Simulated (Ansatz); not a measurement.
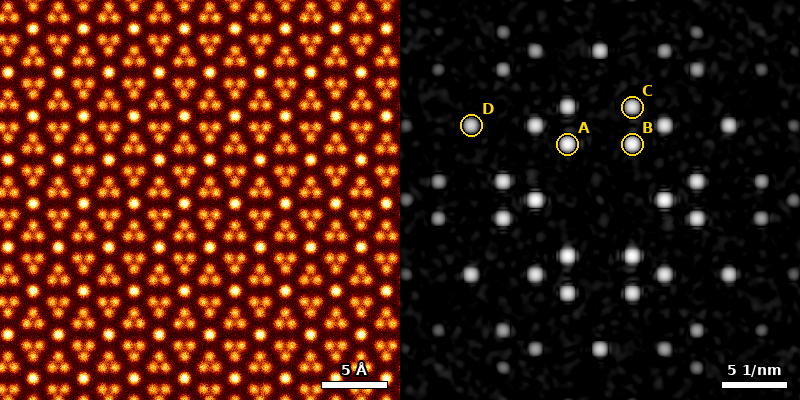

Z-contrast image of Si (Pm-3n, No. 223) along [111]. Simulation: incoherent imaging, intensity Z^1.6 per atom, probe width 0.61 Å, thin sample. The probe carries 15 % of its weight in a tail 2.5 times as wide. The display is stretched by a gamma of 0.65; percentages refer to the linear signal. Shot noise was added. Structure used: the geometry relaxed with Ansatz 0.2.0, DFT, LDA (PW92), plane waves (420 eV) with PAW, scalar-relativistic; the starting structure was generated, so it need not be a known form of this composition.

The right panel is the modulus of the image's Fourier transform on a logarithmic scale.

a = 4.851 Å, b = 4.851 Å, c = 4.851 Å, α = 90.00°, β = 90.00°, γ = 90.00°

Index the marked spots and give their plane spacings (the zone axis points at the viewer; indices equivalent by symmetry, or all signs reversed, are as good).

Answer. A: (-1 2 -1), d = 1.98 Å; B: (1 1 -2), d = 1.98 Å; C: (1 2 -3), d = 1.30 Å; D: (-4 4 0), d = 0.86 Å. A and B enclose 60°, and every spot obeys the zone law hu + kv + lw = 0 for [111].
